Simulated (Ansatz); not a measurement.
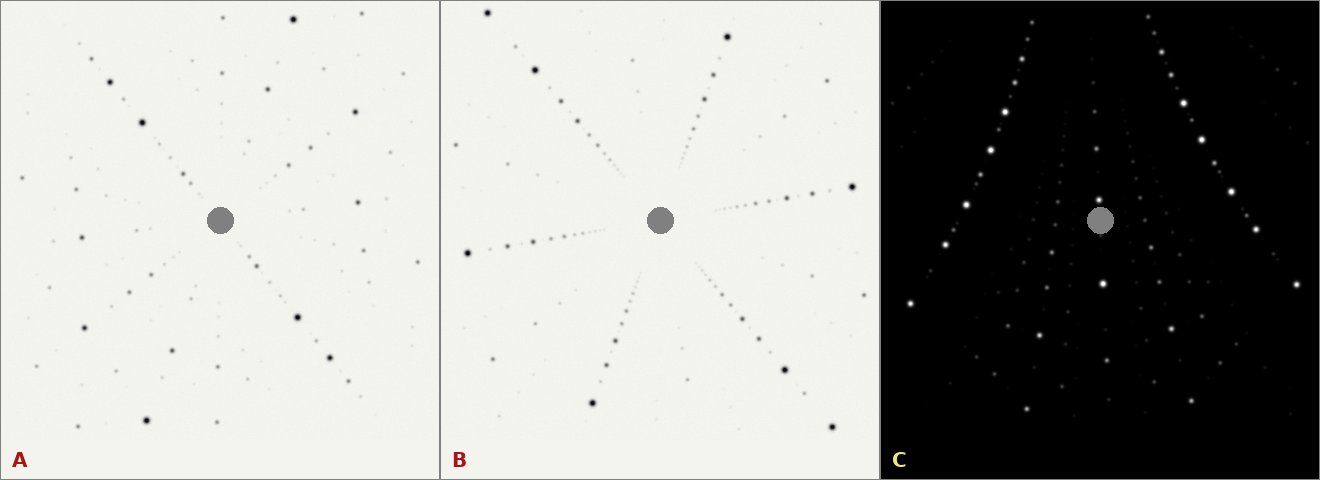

Simulated back-reflection Laue patterns (white X-rays, 0.45 to 2.2 Å, flat plate covering ±45° about the beam, kinematic intensities, seen from the source). Crystal: Ni, space group P6_3/mmc (No. 194), a = 2.417 Å, c = 3.973 Å (hexagonal axes). Structure: the end point of a relaxation with Ansatz 0.2.0, DFT, LDA (PW92), plane waves (420 eV) with PAW, scalar-relativistic; the starting structure was generated, so it need not be a known form of this composition.

| atom | site | symmetry | x | y | z |
| --- | --- | --- | --- | --- | --- |
| Ni | 2c | -6m2 | 0.3333 | 0.6667 | 0.2500 |

The directions [001], [101], [210] point towards the source, in some order. Which is which?

A: [210], symmetry 2mm (a twofold axis with two mirror lines). B: [001], symmetry 6mm (a sixfold axis with mirror lines). C: [101], symmetry m (one mirror line). The Laue class is 6/mmm.
